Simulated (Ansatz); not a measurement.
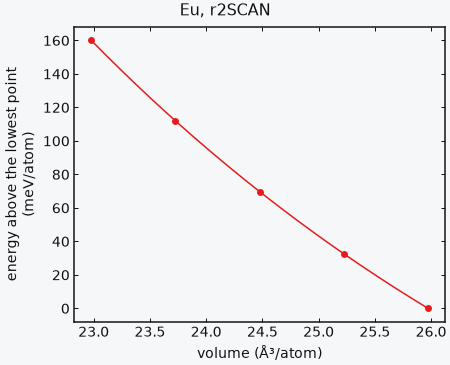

The picture above shows the energy above the lowest point against volume for Eu, space group Fm-3m (No. 225) (one of a set of cubic test structures, which need not be the stable phase).

How it was computed, with Ansatz 0.2.0 development build: equation of state of a cubic crystal from periodic Kohn-Sham density functional theory without spin; pressure corrected for the finite basis. Level: r2SCAN.

- structure type: fcc
- atoms in cell: 1
- space group number: 225
- lattice centring: face-centred primitive
- k mesh: 12×12×12
- occupation method: Fermi–Dirac
- occupation width: 0.1 eV
- wave cutoff: 700 eV
- datasets: hard PAW
- density tolerance: 1e−09 eV
- bands: 21
- density cutoff ratio: 4
- search for lower states: default
- xc grid level: 2

From this curve and the settings, what does the calculation give for the pressure at the same points?

The pressure falls from 10.960 GPa at volume 22.98 Å³/atom to 6.515 GPa at 25.97 Å³/atom.

```
volume (Å³/atom)  pressure (GPa)
           22.98          10.960
           23.73           9.640
           24.48           8.472
           25.22           7.443
           25.97           6.515
```

Keep in mind: cubic model structure, not the ambient form; modest k-mesh, values are not fully converged in k; open f shell treated without spin; open f shell, state may not be the lowest; pseudopotentials made with PBE, not this functional; the volumes run don't bracket the minimum of the energy, so any equilibrium value is extrapolated.
